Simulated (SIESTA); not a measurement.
# Energy of BN along an even scaling of the cell

System: BN (F-43m, 2 atoms in the cell).
Method: Kohn-Sham DFT of a periodic cell, PBE, PseudoDojo 0.4 standard, converted to PSML, no spin polarisation (SIESTA 5.4.2).

The 7 runs differ only in the geometry, by an even scaling of the cell at fixed fractional positions. The structure derives from a Materials Project entry.

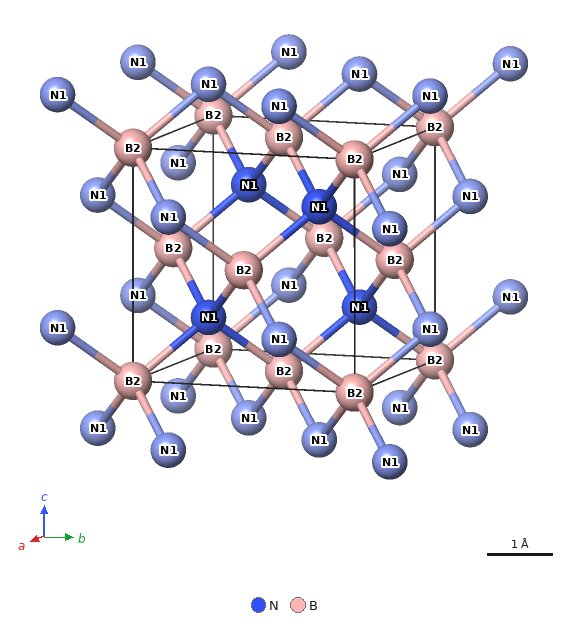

Figure 1. The structure of run 4 (ball-and-stick view of the cell 4 times as large as that of the calculation, set on its symmetry axes, seen slightly off an axis; neighbours outside the cell are drawn fainter; atoms are numbered from 1 in the order of the input). An atom can appear more than once, as a periodic image.

**Input file of run 4**
```
SystemName                      BN
SystemLabel                     BN
NumberOfSpecies                 2
NumberOfAtoms                   2
%block ChemicalSpeciesLabel
  1   7 N
  2   5 B
%endblock ChemicalSpeciesLabel

UseStructFile                   true

%block kgrid.MonkhorstPack
   13   0   0  0.0
    0  13   0  0.0
    0   0  13  0.0
%endblock kgrid.MonkhorstPack
XC.Functional                   GGA
XC.Authors                      PBE
PAO.BasisSize                   DZP
PAO.EnergyShift                 0.003 Ry
Mesh.Cutoff                     800 Ry
OccupationFunction              FD
ElectronicTemperature           0.05 eV
MaxSCFIterations                120
SCF.MustConverge                false
SCF.Mixer.Method                Pulay
SCF.Mixer.Weight                0.25
SCF.Mixer.History               8
SCF.DM.Tolerance                5.0e-05
SCF.H.Tolerance                 1.0e-03 eV
WriteForces                     true
Charge.Mulliken                 end
Charge.Hirshfeld                end
Charge.Voronoi                  end
SaveRho                         true
SaveElectrostaticPotential      true
```

**File BN.STRUCT_IN of run 4**
```
   0.0000000000     1.8130010000     1.8130010000
   1.8130010000     0.0000000000     1.8130010000
   1.8130010000     1.8130010000     0.0000000000
2
1   7    0.2500000000     0.2500000000     0.2500000000
2   5    0.0000000000     0.0000000000     0.0000000000
```

Command:
```bash
siesta BN.fdf > BN.out 2>&1
```

Run 5 has the same physical settings and fractional positions; its lattice vectors (Å) are:
```
   0.000000    1.825008    1.825008
   1.825008    0.000000    1.825008
   1.825008    1.825008    0.000000
```

**Results, with one run withheld**

| run | volume per atom (Å³) | free energy per atom, from the lowest run given (meV) | pressure (GPa) | gap on the mesh (eV) |
| --- | --- | --- | --- | --- |
| 1 | 5.602 | 33.95 | 29.10 | 4.73 |
| 2 | 5.721 | 15.95 | 19.45 | 4.70 |
| 3 | 5.840 | 4.85 | 10.59 | 4.67 |
| 4 | 5.959 | 0.00 | 2.60 | 4.64 |
| 5 | 6.078 | ? | ? | ? |
| 6 | 6.198 | 7.18 | −11.91 | 4.58 |
| 7 | 6.317 | 18.32 | −17.88 | 4.55 |

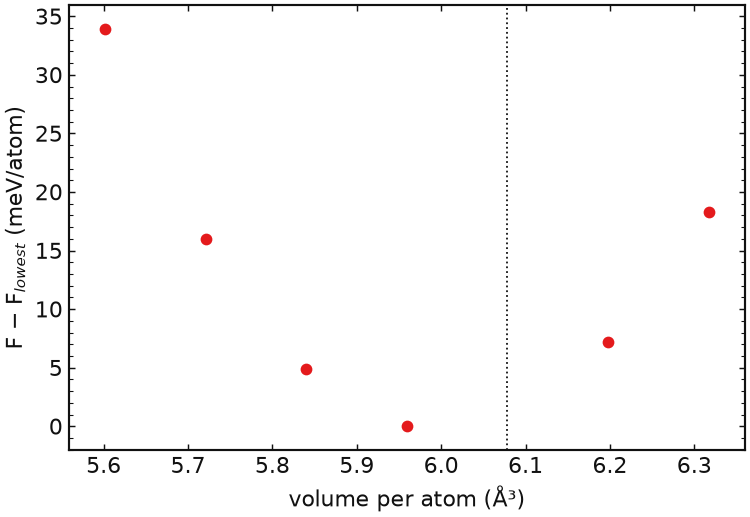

Figure 2. Free energy per atom of the runs given; the dotted line marks run 5.

What should run 5 give?

A cubic polynomial in V^(−2/3) (the Birch–Murnaghan form), fitted to the 6 runs given, misses them by at most 0.02 meV per atom. With x = V^(−2/3) − 0.30521 Å⁻², it reads F = 0.6038 + 801.31 x + 1.7314e+05 x² − 2.0424e+05 x³ (meV per atom). At run 5 it gives 0.91 meV per atom, and the run itself gives 0.90. The slope of the fit gives a pressure −dF/dV of −4.90 GPa there, and the run prints −4.90 GPa. The fit has its minimum at 5.998 Å³ per atom, where V d²F/dV² gives 380 GPa: the bulk modulus at this level, since symmetry fixes the shape and the positions. The gap on the mesh goes, without turning, from 4.73 eV in run 1 to 4.55 eV in run 7; run 5 has 4.61 eV. These are gaps of this functional on this mesh, which can miss the band edges; they aren't the measured gap.

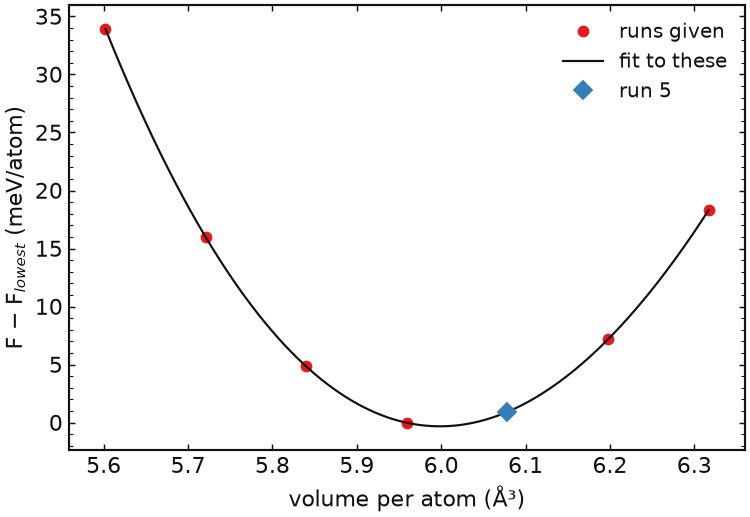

Figure 3. The fit and the withheld run.

**Some lines of the output (run 5)**
```
[...]
outcell: Cell volume (Ang**3)        :     12.1569
stepf: Fermi-Dirac step function
siesta: Etot    =      -363.807528
siesta: FreeEng =      -363.807528
        iscf     Eharris(eV)        E_KS(eV)     FreeEng(eV)     dDmax    Ef(eV) dHmax(eV)
siesta: E_KS(eV) =             -364.4836
siesta: E_KS - E_eggbox =      -364.4836
siesta: Etot    =      -364.483598
siesta: FreeEng =      -364.483598
siesta:         Fermi =      -5.473911
siesta: Cell volume =         12.156941 Ang**3
    Orbital volume contribution        =           1.384291 eV
```

Notes: Points of doubt noted for this run: mulliken charges of long orbitals. With a small basis of atomic orbitals these values can differ much from converged plane-wave results.
